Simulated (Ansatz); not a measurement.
Run report: AlGa₃N₄, molecular dynamics (part 1 of 3)

- system: AlGa₃N₄ (disordered cell, 16 atoms in the cell)
- method: DFT PBEsol, scalar-relativistic, plane waves, PAW, no spin polarisation (Ansatz 0.2.0)

It belongs to a series of runs on one base structure; here: Langevin dynamics at 3800 K from a random packing.

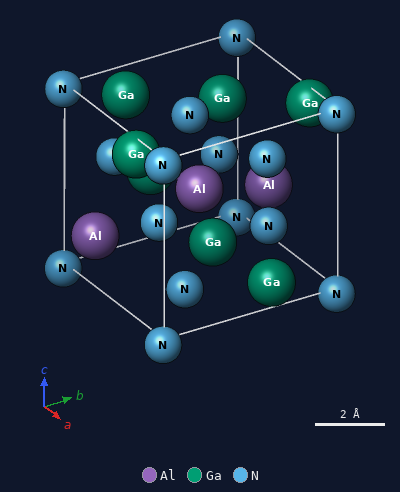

*The input geometry (spheres-only view of the cell of the calculation, seen at an oblique angle).*

## The input
```yaml
crystal:
  lattice:
    - [5.844282, 0.029519, 0.007246]
    - [0.029519, 5.832817, 0.12971]
    - [0.007246, 0.12971, 5.862171]
  atoms:
    - { symbol: Al, position: [0.6220779433, 0.4196030956, 0.5572006084] }
    - { symbol: Al, position: [0.2867386376, 0.0118367482, 0.268116028] }
    - { symbol: Ga, position: [0.1232256266, 0.2809490504, 0.906960739] }
    - { symbol: Ga, position: [0.6866376195, 0.0177200774, 0.8918463801] }
    - { symbol: Ga, position: [0.2560576786, 0.7624983319, 0.806554353] }
    - { symbol: Ga, position: [0.9406514686, 0.6525279839, 0.1040210029] }
    - { symbol: Ga, position: [0.4816218058, 0.57782544, 0.1542941821] }
    - { symbol: Ga, position: [0.1318294371, 0.4209027259, 0.4480756883] }
    - { symbol: "N", position: [0.7157621879, 0.2829329395, 0.0758923897] }
    - { symbol: "N", position: [0.3282898334, 0.0991523678, 0.7021747587] }
    - { symbol: "N", position: [0.7000183747, 0.7749786463, 0.2819073112] }
    - { symbol: "N", position: [0.90901482, 0.6460712326, 0.7822556626] }
    - { symbol: "N", position: [0.0018066617, 0.9925127723, 0.9705338392] }
    - { symbol: "N", position: [0.7988001866, 0.085096636, 0.539232741] }
    - { symbol: "N", position: [0.2403269061, 0.7528978444, 0.4904510264] }
    - { symbol: "N", position: [0.4086666027, 0.4873053024, 0.8571546825] }
  symmetry: { detect: false }
basis:
  ecutwfc: 320
  xc_grid: 1
kpoints:
  mp_grid: { grid: [1, 1, 1], shift: [0.0, 0.0, 0.0] }
hamiltonian:
  xc: pbesol
scf:
  occupations: { method: fermi_dirac, width: 0.3275 }
  lower_state_search: "off"
  convergence: { dr2_threshold: 1.0e-05 }
output:
  forces: true
  stress: true
md:
  timestep: 2.0
  n_steps: 24
  ensemble: nvt_langevin
  friction: 0.03
  temperature: 3800.0
  initial_velocities: maxwell_boltzmann
  seed: 87138
```

Run on 2 threads of AMD EPYC (Zen 3), 64 GiB of memory available, shared host.

Run as:
```bash
ansatz run input.yaml --threads 2 --pin off --max-ram 5120MiB --backend cpu --events-out ev --progress --plain --runs-dir out
```

## Log
```
Warning: basis.ecutwfc = 320 eV is below the records' recommended 420 eV, and the density's cutoff is lower with it unless basis.ecutrho_ratio is high enough to keep the records' density cutoff: compare with a run at a higher cutoff
Warning: scf.convergence.dr2_threshold = 1e-5 eV is looser than this run's default, which is 1e-7 eV or tighter. The error in the forces grows as the threshold's square root, so leave the key out unless less accurate forces are enough
Warning: output.stress: scf.convergence.dr2_threshold = 1e-5 eV is looser than the 1.6e-9 eV advised for a printed stress (1e-10 eV for each atom of the cell: 16). What an SCF threshold leaves in a stress goes as its square root, and in the free energy as the threshold itself, and one threshold admits the most on a small cell: of the crystals measured, under no hybrid functional and no lock of the moments, on runs that ended without the residual-converged pass, on stresses that held no estimate of that error, the worst erred by over 100 MPa in a component at 1e-7 eV an atom and by under 5 at 1e-10. Set scf.convergence.dr2_threshold to 1.6e-9 eV or tighter. The threshold is an SCF's pass mark: one that does not reach it within its budget of iterations ends unconverged, or closes short of it on a stop that the run arms, and scf.convergence.dr2_threshold's page says what that costs each kind of run
band count auto-derived: 84 (N_el = 124.0; filled up to band 62; 78 by the electrons, moments and atoms)
Engine: ansatz 0.2.0, x86_64-unknown-linux-gnu
Pseudopotentials: kind: paw
Pseudopotential: Al, paw, valence charge 3, recommended cutoff 420 eV (normal), Al.paw.azcp
Pseudopotential: Ga, paw, valence charge 13, recommended cutoff 420 eV (normal), Ga.paw.azcp
Pseudopotential: N, paw, valence charge 5, recommended cutoff 420 eV (normal), N.paw.azcp
Functional definition: PBEsol
  exchange = pbesol_x
  correlation = pbesol_c
Crystal: 16 atoms, lattice volume = 199.730 Å³
Basis set: ecut = 320 eV, 2597 PW (Γ)
Bands: 84, of which v1, the nominal top of the filled ones, is band 62 counted from 1 (61 counted from 0)
Symmetry: 1 space group operations
k-points: 1
Non-local potential: Al, projectors of the file, l = 0: 2, l = 1: 2, l = 2: 1
Non-local potential: Ga, projectors of the file, l = 0: 2, l = 1: 2, l = 2: 3, l = 3: 1
Non-local potential: N, projectors of the file, l = 0: 2, l = 1: 2, l = 2: 1
PAW form: soft (Blöchl's): semilocal exchange-correlation on the pseudo side does not see the compensation charge
PAW frozen core: Al, regenerated for the run's functional, and the local potential with it (the file was generated under x = pbe(κ = 0.804, μ = 0.2195149727645171), c = pbe(β = 0.06672455060314922))
PAW frozen core: Ga, regenerated for the run's functional, and the local potential with it (the file was generated under x = pbe(κ = 0.804, μ = 0.2195149727645171), c = pbe(β = 0.06672455060314922))
PAW frozen core: N, regenerated for the run's functional, and the local potential with it (the file was generated under x = pbe(κ = 0.804, μ = 0.2195149727645171), c = pbe(β = 0.06672455060314922))
PAW one-centre angular grid: Al, 110 points (default); XC on 64 Gauss nodes
PAW one-centre angular grid: Ga, 590 points (default); XC on 64 Gauss nodes
PAW one-centre angular grid: N, 110 points (default); XC on 64 Gauss nodes
Initial density: superposition of atomic densities (neutral atoms: chi_scale 0, normalization atom), corrected by the library's trained network
Initial wavefunctions: pseudopotential atomic-orbital guess
Functional: x = pbesol(κ = 0.804, μ = 0.12345679012345678), c = pbesol(β = 0.046)
SCF iter   1: F=—  HF=-26521.774477 eV  |F-HF|=—  |Δ(HF+E_count)|=         —  Δρ=2.59e-2  dr2=1.27e0  ethr=1.77e-3  ⟨swp⟩=5.0  Hψ=286  notcnv=0
preconditioner: auto → Kerker (q_TF=auto, 2.520 Å⁻¹)  [metal: Δε(μ)=0.170 eV  Ē_g=14.919 eV  σ=0.328 eV  W_gap=0.13  n_scr=56 (ndim 8)  ℏωp=29.3 eV  f_vac=0.002  D(μ)=8.23/eV (n_scr^D=80)]
SCF iter   2: F=—  HF=-26521.569478 eV  |F-HF|=—  |Δ(HF+E_count)|=   2.05e-1  Δρ=1.29e-2  dr2=3.82e-1  ethr=1.03e-3  ⟨swp⟩=1.0  Hψ=97  notcnv=0
SCF iter   3: F=—  HF=-26521.497603 eV  |F-HF|=—  |Δ(HF+E_count)|=   7.19e-2  Δρ=2.94e-3  dr2=2.61e-2  ethr=3.08e-4  ⟨swp⟩=3.0  Hψ=146  notcnv=0
SCF iter   4: F=—  HF=-26521.487654 eV  |F-HF|=—  |Δ(HF+E_count)|=   9.95e-3  Δρ=1.45e-3  dr2=9.25e-3  ethr=2.11e-5  ⟨swp⟩=2.0  Hψ=121  notcnv=0
SCF iter   5: F=—  HF=-26521.485657 eV  |F-HF|=—  |Δ(HF+E_count)|=   2.00e-3  Δρ=3.59e-4  dr2=7.30e-4  ethr=7.46e-6  ⟨swp⟩=2.0  Hψ=145  notcnv=0
SCF iter   6: F=—  HF=-26521.485531 eV  |F-HF|=—  |Δ(HF+E_count)|=   1.26e-4  Δρ=1.46e-4  dr2=7.59e-5  ethr=5.88e-7  ⟨swp⟩=3.0  Hψ=175  notcnv=0
SCF iter   7: F=—  HF=-26521.485516 eV  |F-HF|=—  |Δ(HF+E_count)|=   1.50e-5  Δρ=8.68e-5  dr2=1.98e-5  ethr=6.12e-8  ⟨swp⟩=2.0  Hψ=133  notcnv=0
SCF iter   8: F=-26521.485507 eV  HF=-26521.485508 eV  |F-HF|=1.43e-6  |Δ(HF+E_count)|=   7.93e-6  Δρ=2.96e-5  dr2=3.52e-6  ethr=8.06e-9  ⟨swp⟩=4.0  Hψ=274  notcnv=0
SCF 1 converged in 8 iterations: F = -26521.485507 eV  dr2 = 3.52e-6
  greatest PAW one-centre occupation: 0.995 electrons in one spin orbital (limit 2), on the Ga atom at site 4 (counted from 0), in its partial waves of l = 2
md step     0: t =     0.00 fs  T =  3562.5 K  F+E_penalty+E_count = -26521.48550691 eV  E_kin = 7.367820 eV  P_inst = 0.8960 GPa  (8 SCF iters)
Initial density: handed on by an earlier stage of this run
Initial wavefunctions: those handed on with the density
iter 1 solved again at ethr=3.02e-4 eV; its pass at ethr=3.10e-3 eV (dr2=3.74e-1 eV) is discarded
SCF iter   1: F=—  HF=-26521.358906 eV  |F-HF|=—  |Δ(HF+E_count)|=         —  Δρ=1.19e-2  dr2=3.74e-1  ethr=3.02e-4  ⟨swp⟩=1.0  Hψ=462  notcnv=0
preconditioner: auto → Kerker (q_TF=auto, 2.520 Å⁻¹)  [metal: Δε(μ)=0.218 eV  Ē_g=14.933 eV  σ=0.328 eV  W_gap=0.16  n_scr=56 (ndim 8)  ℏωp=29.3 eV  f_vac=0.001  D(μ)=8.59/eV (n_scr^D=80)]
SCF iter   2: F=—  HF=-26521.331879 eV  |F-HF|=—  |Δ(HF+E_count)|=   2.70e-2  Δρ=6.17e-3  dr2=1.15e-1  ethr=3.02e-4  ⟨swp⟩=1.0  Hψ=84  notcnv=0
SCF iter   3: F=—  HF=-26521.320081 eV  |F-HF|=—  |Δ(HF+E_count)|=   1.18e-2  Δρ=7.61e-4  dr2=1.61e-3  ethr=9.24e-5  ⟨swp⟩=1.0  Hψ=84  notcnv=0
SCF iter   4: F=—  HF=-26521.320065 eV  |F-HF|=—  |Δ(HF+E_count)|=   1.65e-5  Δρ=4.26e-4  dr2=2.95e-4  ethr=1.30e-6  ⟨swp⟩=2.0  Hψ=147  notcnv=0
SCF iter   5: F=—  HF=-26521.319819 eV  |F-HF|=—  |Δ(HF+E_count)|=   2.46e-4  Δρ=1.35e-4  dr2=5.27e-5  ethr=2.38e-7  ⟨swp⟩=2.0  Hψ=143  notcnv=0
SCF iter   6: F=-26521.319805 eV  HF=-26521.319809 eV  |F-HF|=3.82e-6  |Δ(HF+E_count)|=   9.70e-6  Δρ=3.17e-5  dr2=5.76e-6  ethr=8.06e-9  ⟨swp⟩=4.0  Hψ=247  notcnv=0
SCF 2 converged in 6 iterations: F = -26521.319805 eV  dr2 = 5.76e-6
md step     1: t =     2.00 fs  T =  3527.5 K  F+E_penalty+E_count = -26521.31980514 eV  E_kin = 7.295354 eV  P_inst = 1.1475 GPa  (6 SCF iters)
[... from here on the SCF iterations and repeated set-up lines of each step are left out, up to the last step ...]
SCF 3 converged in 6 iterations: F = -26521.056132 eV  dr2 = 7.80e-6
md step     2: t =     4.00 fs  T =  3244.7 K  F+E_penalty+E_count = -26521.05613229 eV  E_kin = 6.710639 eV  P_inst = 1.6696 GPa  (6 SCF iters)
SCF 4 converged in 6 iterations: F = -26520.837785 eV  dr2 = 6.51e-6
md step     3: t =     6.00 fs  T =  2948.9 K  F+E_penalty+E_count = -26520.83778485 eV  E_kin = 6.098886 eV  P_inst = 2.2964 GPa  (6 SCF iters)
SCF 5 converged in 6 iterations: F = -26520.838398 eV  dr2 = 5.59e-6
md step     4: t =     8.00 fs  T =  2870.5 K  F+E_penalty+E_count = -26520.83839816 eV  E_kin = 5.936730 eV  P_inst = 2.7859 GPa  (6 SCF iters)
SCF 6 converged in 5 iterations: F = -26520.979233 eV  dr2 = 2.13e-6
md step     5: t =    10.00 fs  T =  3326.3 K  F+E_penalty+E_count = -26520.97923267 eV  E_kin = 6.879331 eV  P_inst = 3.6208 GPa  (5 SCF iters)
SCF 7 converged in 5 iterations: F = -26521.183576 eV  dr2 = 6.86e-6
md step     6: t =    12.00 fs  T =  3646.5 K  F+E_penalty+E_count = -26521.18357631 eV  E_kin = 7.541565 eV  P_inst = 4.2646 GPa  (5 SCF iters)
SCF 8 converged in 5 iterations: F = -26521.261016 eV  dr2 = 3.92e-6
md step     7: t =    14.00 fs  T =  3963.0 K  F+E_penalty+E_count = -26521.26101587 eV  E_kin = 8.196083 eV  P_inst = 5.1688 GPa  (5 SCF iters)
SCF 9 converged in 6 iterations: F = -26521.194306 eV  dr2 = 2.14e-6
md step     8: t =    16.00 fs  T =  3927.6 K  F+E_penalty+E_count = -26521.19430616 eV  E_kin = 8.122927 eV  P_inst = 5.6716 GPa  (6 SCF iters)
SCF 10 converged in 6 iterations: F = -26521.227353 eV  dr2 = 2.28e-6
md step     9: t =    18.00 fs  T =  3842.5 K  F+E_penalty+E_count = -26521.22735325 eV  E_kin = 7.946997 eV  P_inst = 5.6879 GPa  (6 SCF iters)
SCF 11 converged in 6 iterations: F = -26521.478995 eV  dr2 = 4.36e-6
md step    10: t =    20.00 fs  T =  3415.2 K  F+E_penalty+E_count = -26521.47899459 eV  E_kin = 7.063229 eV  P_inst = 4.8673 GPa  (6 SCF iters)
SCF 12 converged in 6 iterations: F = -26521.900290 eV  dr2 = 2.53e-6
md step    11: t =    22.00 fs  T =  3650.5 K  F+E_penalty+E_count = -26521.90028973 eV  E_kin = 7.549891 eV  P_inst = 4.3694 GPa  (6 SCF iters)
SCF 13 converged in 6 iterations: F = -26522.410101 eV  dr2 = 4.54e-6
md step    12: t =    24.00 fs  T =  4348.4 K  F+E_penalty+E_count = -26522.41010141 eV  E_kin = 8.993219 eV  P_inst = 4.0500 GPa  (6 SCF iters)
SCF 14 converged in 6 iterations: F = -26522.914775 eV  dr2 = 3.14e-6
md step    13: t =    26.00 fs  T =  4219.0 K  F+E_penalty+E_count = -26522.91477516 eV  E_kin = 8.725606 eV  P_inst = 2.7966 GPa  (6 SCF iters)
SCF 15 converged in 5 iterations: F = -26523.398007 eV  dr2 = 8.87e-6
md step    14: t =    28.00 fs  T =  4275.0 K  F+E_penalty+E_count = -26523.39800727 eV  E_kin = 8.841309 eV  P_inst = 1.9038 GPa  (5 SCF iters)
SCF 16 converged in 5 iterations: F = -26523.876349 eV  dr2 = 9.52e-6
md step    15: t =    30.00 fs  T =  4604.0 K  F+E_penalty+E_count = -26523.87634885 eV  E_kin = 9.521835 eV  P_inst = 1.4938 GPa  (5 SCF iters)
SCF 17 converged in 6 iterations: F = -26524.263609 eV  dr2 = 9.31e-7
md step    16: t =    32.00 fs  T =  4249.3 K  F+E_penalty+E_count = -26524.26360878 eV  E_kin = 8.788313 eV  P_inst = 0.6755 GPa  (6 SCF iters)
SCF 18 converged in 5 iterations: F = -26524.610918 eV  dr2 = 6.82e-6
md step    17: t =    34.00 fs  T =  4452.9 K  F+E_penalty+E_count = -26524.61091828 eV  E_kin = 9.209209 eV  P_inst = 0.9076 GPa  (5 SCF iters)
SCF 19 converged in 6 iterations: F = -26525.044381 eV  dr2 = 1.85e-6
md step    18: t =    36.00 fs  T =  4622.0 K  F+E_penalty+E_count = -26525.04438118 eV  E_kin = 9.559041 eV  P_inst = 1.7888 GPa  (6 SCF iters)
SCF 20 converged in 6 iterations: F = -26525.463562 eV  dr2 = 5.75e-6
md step    19: t =    38.00 fs  T =  5455.3 K  F+E_penalty+E_count = -26525.46356221 eV  E_kin = 11.282393 eV  P_inst = 4.5411 GPa  (6 SCF iters)
SCF 21 converged in 7 iterations: F = -26525.636201 eV  dr2 = 6.29e-6
md step    20: t =    40.00 fs  T =  6356.0 K  F+E_penalty+E_count = -26525.63620117 eV  E_kin = 13.145198 eV  P_inst = 8.7914 GPa  (7 SCF iters)
SCF 22 converged in 6 iterations: F = -26525.219192 eV  dr2 = 2.64e-6
md step    21: t =    42.00 fs  T =  5862.6 K  F+E_penalty+E_count = -26525.21919228 eV  E_kin = 12.124745 eV  P_inst = 12.8843 GPa  (6 SCF iters)
SCF 23 converged in 7 iterations: F = -26524.536063 eV  dr2 = 1.28e-6
md step    22: t =    44.00 fs  T =  5501.4 K  F+E_penalty+E_count = -26524.53606314 eV  E_kin = 11.377698 eV  P_inst = 16.2123 GPa  (7 SCF iters)
SCF 24 converged in 7 iterations: F = -26524.487045 eV  dr2 = 2.35e-6
md step    23: t =    46.00 fs  T =  5758.4 K  F+E_penalty+E_count = -26524.48704452 eV  E_kin = 11.909288 eV  P_inst = 16.9770 GPa  (7 SCF iters)
iter 1 solved again at ethr=7.31e-4 eV; its pass at ethr=3.10e-3 eV (dr2=9.07e-1 eV) is discarded
SCF iter   1: F=—  HF=-26524.809487 eV  |F-HF|=—  |Δ(HF+E_count)|=         —  Δρ=1.92e-2  dr2=9.24e-1  ethr=7.31e-4  ⟨swp⟩=1.0  Hψ=391  notcnv=0
preconditioner: auto → Kerker (q_TF=auto, 2.520 Å⁻¹)  [metal: Δε(μ)=0.179 eV  Ē_g=15.550 eV  σ=0.328 eV  W_gap=0.13  n_scr=56 (ndim 8)  ℏωp=29.3 eV  f_vac=0.008  D(μ)=6.66/eV (n_scr^D=56)]
SCF iter   2: F=—  HF=-26524.729786 eV  |F-HF|=—  |Δ(HF+E_count)|=   7.97e-2  Δρ=9.81e-3  dr2=2.75e-1  ethr=7.31e-4  ⟨swp⟩=1.0  Hψ=84  notcnv=0
SCF iter   3: F=—  HF=-26524.694540 eV  |F-HF|=—  |Δ(HF+E_count)|=   3.52e-2  Δρ=1.49e-3  dr2=4.87e-3  ethr=2.21e-4  ⟨swp⟩=1.0  Hψ=84  notcnv=0
SCF iter   4: F=—  HF=-26524.694194 eV  |F-HF|=—  |Δ(HF+E_count)|=   3.46e-4  Δρ=6.72e-4  dr2=8.19e-4  ethr=3.93e-6  ⟨swp⟩=2.0  Hψ=148  notcnv=0
SCF iter   5: F=—  HF=-26524.693681 eV  |F-HF|=—  |Δ(HF+E_count)|=   5.13e-4  Δρ=2.51e-4  dr2=2.26e-4  ethr=6.60e-7  ⟨swp⟩=2.0  Hψ=145  notcnv=0
SCF iter   6: F=—  HF=-26524.693629 eV  |F-HF|=—  |Δ(HF+E_count)|=   5.17e-5  Δρ=1.01e-4  dr2=4.93e-5  ethr=1.83e-7  ⟨swp⟩=3.0  Hψ=154  notcnv=0
SCF iter   7: F=-26524.693618 eV  HF=-26524.693621 eV  |F-HF|=2.36e-6  |Δ(HF+E_count)|=   8.35e-6  Δρ=3.05e-5  dr2=3.35e-6  ethr=8.06e-9  ⟨swp⟩=2.0  Hψ=299  notcnv=0
SCF 25 converged in 7 iterations: F = -26524.693618 eV  dr2 = 3.35e-6
  greatest PAW one-centre occupation: 0.996 electrons in one spin orbital (limit 2), on the Ga atom at site 5 (counted from 0), in its partial waves of l = 2
md step    24: t =    48.00 fs  T =  5119.7 K  F+E_penalty+E_count = -26524.69361841 eV  E_kin = 10.588317 eV  P_inst = 15.0946 GPa  (7 SCF iters)
```

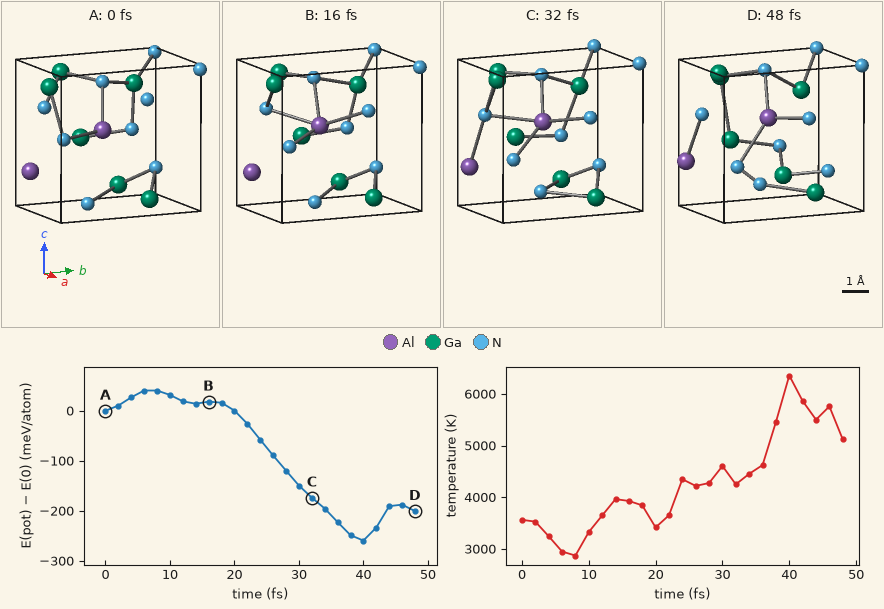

*Frames of the molecular dynamics (ball-and-stick, simulation cell, seen slightly off an axis) above the curves, on which the letters mark them.*

The trajectory kept here has 25 frames over 48 fs. The temperature starts at 3562 K, ranges from 2871 to 6356 K and averages 4986 K over the second half. The potential energy ends 200.5 meV/atom below its first value. With the common drift removed, the root-mean-square displacement is 0.70 Å, and N14 has moved furthest (1.43 Å).

```
SCF converged after 7 iterations
Free energy (F): -26524.693618 eV
Harris-Foulkes:  -26524.693621 eV  (|F-HF|=2.36e-6)
Internal energy: -26522.430486 eV  (E = F + TS)
E sigma→0 (E₀):  -26523.562052 eV
Entropy (-TS):   -2.263132 eV (-141.446 meV/atom)
Fermi energy:    8.919598 eV
--- Per-component energies (eV) ---
  E_band       = -252.204389
  E_kinetic    = 1775.378859
  E_local      = -14114.448121  (includes V_loc(G=0)·N_el)
  E_nonlocal   = 2956.818788
  E_hartree    = 6388.598330
  E_xc         = -963.260028
  E_vxc        = -1010.687071  (∫ρ·V_xc dr)
  E_paw        = -13587.540769  (= ΣΔE_a)
  E_vpaw       = -2636.495620  (= ΣTr[D̂ρ^β])
  E_aug_tail   = 0.013668  (compensation charges beyond the density's cutoff)
  E_ewald      = -8983.432148
  E_core_change = 5.440936  (= ΣΔE_core)
  E_smearing   = -2.263132  (= −TS)
  E_closure    = 0.000000  (closes the sum)
  Σ components = -26524.693618   (vs F -26524.693618, Δ=0.00e0)
--- Forces (eV/Å), atoms counted from 1 ---
  atom   1  Al     0.44003779    -0.57383847     1.74088065
  atom   2  Al     2.15094465    -1.49882184    -1.18150337
  atom   3  Ga     0.87802924     1.00768711    -1.39528592
  atom   4  Ga     0.46914275    -1.29801561    -2.53159132
  atom   5  Ga    -2.89316298    -4.08763706     2.43037359
  atom   6  Ga    -8.30834067     0.18324650   -10.04629489
  atom   7  Ga    -0.17924949    -0.04742357     0.40747026
  atom   8  Ga    -0.37220172     3.21141616     2.64898851
  atom   9  N      1.42679011     1.28162685    -3.14018981
  atom  10  N      1.49851813     4.44188812    -2.49489811
  atom  11  N     -0.90771355     0.30913706    -0.94487819
  atom  12  N     -0.42173969    -0.80933966     1.60560550
  atom  13  N      0.37091685    -0.21246657     0.27959350
  atom  14  N     -1.14410521    -0.47640948     5.55659570
  atom  15  N      7.04024088    -0.87325718     8.81551081
  atom  16  N     -0.04917862    -0.55898427    -1.75086337
  max |Σ_I F_I| component: 1.19e-3 eV/Å
--- Stress (GPa, compression-positive) ---
        3.898203       3.221608       2.032729
        3.221598      13.237678      -2.596570
        2.032721      -2.596577      11.160663
  P = ⅓ Tr σ = 9.4322 GPa (94.322 kbar)
--- MD trajectory: 24 steps, t = 0.0 → 48.0 fs ---
  final state: T = 5119.7 K   F+E_penalty+E_count = -26524.69361841 eV   E_kin = 10.588317 eV
```
